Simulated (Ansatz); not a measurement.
# Band-structure calculation of Cu₂O (part 2 of 2)

Continued. System: Cu₂O (Cmme, 6 atoms in the cell). Method: DFT, r2SCAN, plane waves, PAW, no spin polarisation (Ansatz 0.2.0); cutoff 500 eV, 6×6×6 k-mesh, fixed occupations. The structure derives from an entry of the Crystallography Open Database. The geometry comes from this level: r2SCAN (a point of a series of strains). It belongs to a series of runs on one base structure; here: shear_xy strain +1.5%.

Geometry of the input (Å; fractional positions):
```
4.2461  0.0325  0.0000
0.0325  4.2461  0.0000
0.0000  0.0000  4.2461
Cu 0.2500  0.2500  0.2500
Cu 0.2500  0.7500  0.7500
Cu 0.7500  0.7500  0.2500
Cu 0.7500  0.2500  0.7500
O  0.0000  0.0000  0.0035
O  0.5000  0.5000  0.4965
```

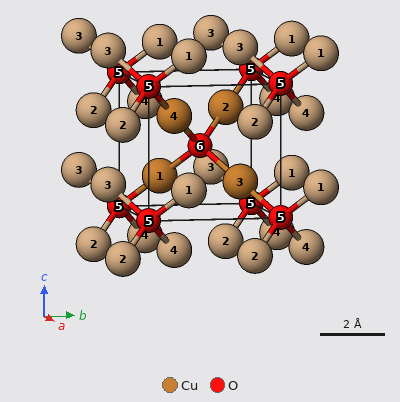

**Figure 1.** The structure (ball-and-stick view of the cell of the calculation, seen slightly off an axis; neighbours outside the cell are drawn fainter; atoms are numbered from 1 in the order of the input).

The program's output, continued:
```
  k-point 0: bands = ["-104.9321", "-104.9312", "-104.9169", "-104.9161", "-60.9186", "-60.9077", "-60.8939", "-60.8895", "-60.7145", "-60.7144", "-60.7090", "-60.7077", "-60.7002", "-60.6967", "-60.6959", "-60.6937", "-10.4538", "-9.7174", "3.3990", "3.4026", "3.4068", "5.8417", "5.8688", "5.8965", "6.0377", "7.8172", "7.8184", "7.9796", "7.9962", "8.0126", "8.8279", "8.8301", "8.9619", "8.9793", "8.9926", "9.0795", "9.0811", "9.0834", "9.3013", "9.3095", "9.3188", "10.9641", "10.9751", "10.9888", "11.7693", "12.4234", "12.4235", "19.4305", "19.4657"]
  k-point 1: bands = ["-104.9321", "-104.9312", "-104.9169", "-104.9161", "-60.9180", "-60.9077", "-60.8945", "-60.8895", "-60.7143", "-60.7139", "-60.7090", "-60.7077", "-60.7005", "-60.6972", "-60.6959", "-60.6938", "-10.4039", "-9.7658", "3.4750", "3.5026", "3.5146", "5.3238", "5.5888", "5.6324", "6.4501", "7.8695", "7.9740", "8.0057", "8.1597", "8.1979", "8.8163", "8.8502", "8.9231", "8.9917", "8.9952", "9.0240", "9.1499", "9.1552", "9.1739", "9.2782", "9.2879", "10.1166", "10.8966", "10.9213", "12.0121", "12.8609", "13.3347", "18.9632", "19.2867"]
  k-point 2: bands = ["-104.9320", "-104.9312", "-104.9169", "-104.9161", "-60.9167", "-60.9077", "-60.8958", "-60.8895", "-60.7137", "-60.7128", "-60.7089", "-60.7076", "-60.7011", "-60.6983", "-60.6960", "-60.6939", "-10.2677", "-9.8988", "3.7014", "3.7812", "3.8070", "4.6615", "5.0798", "5.1007", "6.9398", "7.9283", "8.0257", "8.2637", "8.4667", "8.5063", "8.6507", "8.7447", "8.7973", "8.9056", "8.9432", "8.9586", "9.0662", "9.1771", "9.2080", "9.2120", "9.4575", "9.4693", "10.7176", "10.7440", "12.6745", "13.9606", "13.9863", "17.3238", "19.0066"]
  k-point 51: bands = ["-104.9317", "-104.9315", "-104.9165", "-104.9165", "-60.9190", "-60.9076", "-60.8940", "-60.8894", "-60.7151", "-60.7138", "-60.7112", "-60.7069", "-60.6998", "-60.6969", "-60.6952", "-60.6934", "-10.2842", "-9.7927", "3.4775", "3.5098", "3.5434", "4.9931", "4.9952", "4.9973", "7.6409", "7.6536", "7.6665", "8.3139", "8.3143", "8.5459", "8.5598", "8.5697", "8.9144", "8.9365", "8.9581", "9.0865", "9.0943", "9.1030", "9.2563", "9.2569", "10.0517", "10.3494", "10.3710", "10.3919", "13.5680", "13.6752", "13.7817", "16.2465", "16.2546"]
```

File bands.tsv:
```
# k_distance	band_0	band_1	band_2	band_3	band_4	band_5	band_6	band_7	band_8	band_9	band_10	band_11	band_12	band_13	band_14	band_15	band_16	band_17	band_18	band_19	band_20	band_21	band_22	band_23	band_24	band_25	band_26	band_27	band_28	band_29	band_30	band_31	band_32	band_33	band_34	band_35	band_36	band_37	band_38	band_39	band_40	band_41	band_42	band_43	band_44	band_45	band_46	band_47	band_48
# fermi_ev = 10.988835
# lock_threshold_ev = 1e-6
# [0, 0, 0] at k_distance = 0.000000
# [0, 0.5, 0] at k_distance = 0.739946
# [0.5, 0.5, 0] at k_distance = 1.479891
# [0.5, 0.5, 0.5] at k_distance = 2.219772
# levels_relative_to = fermi_ev
# free_energy_ev = -27659.840499
# largest_residual_norms_ev = 1.018e-3 1.033e-3 9.917e-4 1.154e-3 5.527e-4 5.866e-4 6.219e-4 5.290e-4 5.870e-4 6.384e-4 8.420e-4 5.289e-4 4.680e-4 5.011e-4 4.744e-4 6.948e-4 5.317e-4 1.030e-3 8.729e-4 1.181e-3 1.234e-3 1.554e-3 1.523e-3 1.984e-3 7.695e-4 9.422e-4 9.998e-4 3.567e-4 2.174e-4 7.638e-4 9.468e-4 8.015e-4 3.669e-4 3.467e-4 5.151e-4 3.341e-4 9.044e-4 2.433e-4 2.459e-4 2.807e-4 5.312e-4 1.137e-3 1.125e-3 7.407e-4 7.752e-4 2.058e-3 8.229e-4 6.623e-4 7.530e-4
0.000000	-115.920900	-115.920051	-115.905725	-115.904971	-71.907458	-71.896519	-71.882749	-71.878371	-71.703376	-71.703185	-71.697832	-71.696529	-71.689060	-71.685519	-71.684685	-71.682562	-21.442645	-20.706228	-7.589831	-7.586275	-7.582018	-5.147138	-5.120041	-5.092351	-4.951128	-3.171664	-3.170467	-3.009278	-2.992667	-2.976246	-2.160900	-2.158712	-2.026979	-2.009562	-1.996216	-1.909309	-1.907717	-1.905482	-1.687570	-1.679366	-1.670076	-0.024779	-0.013784	0.000000	0.780507	1.434545	1.434710	8.441626	8.476915
0.739946	-115.920465	-115.920465	-115.905356	-115.905356	-71.901401	-71.901401	-71.881117	-71.881117	-71.700153	-71.700153	-71.699483	-71.699483	-71.686285	-71.686285	-71.685541	-71.685541	-21.071295	-21.071295	-6.949871	-6.949871	-6.885530	-6.885530	-6.244003	-6.244003	-3.473754	-3.473754	-2.697876	-2.697876	-2.493812	-2.493812	-2.301518	-2.301518	-2.155352	-2.155352	-2.152327	-2.152327	-2.006501	-2.006501	-1.801256	-1.801256	-1.317909	-1.317909	-0.393850	-0.393850	2.524530	2.524530	4.493963	4.493963	7.912195
1.479891	-115.920547	-115.920362	-115.905374	-115.905361	-71.904980	-71.896366	-71.885609	-71.878157	-71.702896	-71.700907	-71.697826	-71.695705	-71.690828	-71.687453	-71.685109	-71.682225	-21.058022	-21.043550	-7.697995	-7.668147	-6.551850	-6.495997	-5.906716	-5.855771	-3.083724	-3.030652	-2.888649	-2.847268	-2.433011	-2.410239	-2.403479	-2.385250	-2.351709	-2.334606	-2.045988	-2.041003	-2.025629	-2.015859	-1.620198	-1.564933	-1.341768	-1.324283	-0.698341	-0.654948	2.175927	2.189450	4.120955	4.178390	7.197816
2.219772	-115.920544	-115.920358	-115.905370	-115.905358	-71.907855	-71.896441	-71.882794	-71.878243	-71.703928	-71.702648	-71.699998	-71.695705	-71.688600	-71.685694	-71.684009	-71.682225	-21.273029	-20.781489	-7.511365	-7.478991	-7.445445	-5.995782	-5.993645	-5.991583	-3.347896	-3.335222	-3.322294	-2.674978	-2.674493	-2.442947	-2.429015	-2.419115	-2.074480	-2.052287	-2.030719	-1.902382	-1.894580	-1.885858	-1.732577	-1.731980	-0.937128	-0.639390	-0.617820	-0.596955	2.579154	2.686378	2.792857	5.257680	5.265729
```

File rho_z.tsv:
```
# z_ang	rho[e/angstrom^3]
# format = ansatz-planar-average/11
# lattice	4.246080470	0.032482516	0.000000000
# lattice	0.032482516	4.246080470	0.000000000
# lattice	0.000000000	0.000000000	4.246080470
# sites	6
# site	29	1.069640746	1.069640746	1.061520117
# site	29	1.085882004	3.192680981	3.184560352
# site	29	3.208922239	3.208922239	1.061520117
# site	29	3.192680981	1.085882004	3.184560352
# site	8	0.000000000	0.000000000	0.015069108
# site	8	2.139281493	2.139281493	2.107971127
0.000000	4.968502e-1
0.132690	4.894511e-1
0.265380	4.726101e-1
0.398070	4.948670e-1
0.530760	6.419758e-1
0.663450	1.038646e0
0.796140	1.760379e0
0.928830	2.596742e0
1.061520	2.989972e0
1.194210	2.596742e0
1.326900	1.760379e0
1.459590	1.038646e0
1.592280	6.419758e-1
1.724970	4.948670e-1
1.857660	4.726101e-1
1.990350	4.894511e-1
2.123040	4.968502e-1
2.255730	4.792759e-1
2.388420	4.553372e-1
2.521110	4.762213e-1
2.653800	6.270721e-1
2.786490	1.028687e0
2.919180	1.754012e0
3.051870	2.592839e0
3.184560	2.987013e0
3.317250	2.592839e0
3.449940	1.754012e0
3.582630	1.028687e0
3.715320	6.270721e-1
3.848010	4.762213e-1
3.980700	4.553372e-1
4.113390	4.792759e-1
```

File v_z.tsv:
```
# z_ang	v_es[eV]	v_tot[eV]
# format = ansatz-planar-average/11
# xc	r2scan
# density_cutoff_ev	2000
# datasets	Cu=:simpson_from_first_knot:soft:shift=0	O=:simpson_from_first_knot:soft:shift=0
# lattice	4.246080470	0.032482516	0.000000000
# lattice	0.032482516	4.246080470	0.000000000
# lattice	0.000000000	0.000000000	4.246080470
# sites	6
# site	29	1.069640746	1.069640746	1.061520117
# site	29	1.085882004	3.192680981	3.184560352
# site	29	3.208922239	3.208922239	1.061520117
# site	29	3.192680981	1.085882004	3.184560352
# site	8	0.000000000	0.000000000	0.015069108
# site	8	2.139281493	2.139281493	2.107971127
0.000000	8.835363e0	-1.546321e0
0.132690	8.708680e0	-1.735329e0
0.265380	8.187169e0	-2.423112e0
0.398070	7.074206e0	-3.702888e0
0.530760	5.606119e0	-5.345176e0
0.663450	4.163938e0	-7.064930e0
0.796140	2.823820e0	-8.698656e0
0.928830	1.877594e0	-9.871773e0
1.061520	1.580932e0	-1.025682e1
1.194210	1.877594e0	-9.871773e0
1.326900	2.823820e0	-8.698656e0
1.459590	4.163938e0	-7.064930e0
1.592280	5.606119e0	-5.345176e0
1.724970	7.074206e0	-3.702888e0
1.857660	8.187169e0	-2.423112e0
1.990350	8.708680e0	-1.735329e0
2.123040	8.835363e0	-1.546321e0
2.255730	8.788331e0	-1.629683e0
2.388420	8.324735e0	-2.226556e0
2.521110	7.238445e0	-3.447704e0
2.653800	5.781388e0	-5.065779e0
2.786490	4.269963e0	-6.859868e0
2.919180	2.831964e0	-8.610296e0
3.051870	1.875058e0	-9.813160e0
3.184560	1.572494e0	-1.021995e1
3.317250	1.875058e0	-9.813160e0
3.449940	2.831964e0	-8.610296e0
3.582630	4.269963e0	-6.859868e0
3.715320	5.781388e0	-5.065779e0
3.848010	7.238445e0	-3.447704e0
3.980700	8.324735e0	-2.226556e0
4.113390	8.788331e0	-1.629683e0
```

Results in brief:

| quantity | value |
| --- | --- |
| outcome | converged |
| space group (tolerance 0.01 Å) | Cmme (67) |
| electrons treated | 88 |
| free energy | −27659.8405 eV |
| Fermi energy | 10.989 eV |
| gap on the k-point mesh | 0.78 eV |
| pressure | −0.02 GPa |
| largest force (length of the vector) | 0.001 eV/Å |
| hardware | 4 threads of Arm Neoverse V1, 24 GiB of memory available, shared host |
| wall time | 10 s (CPU time 38 s) |
| peak memory | 0.63 GiB |
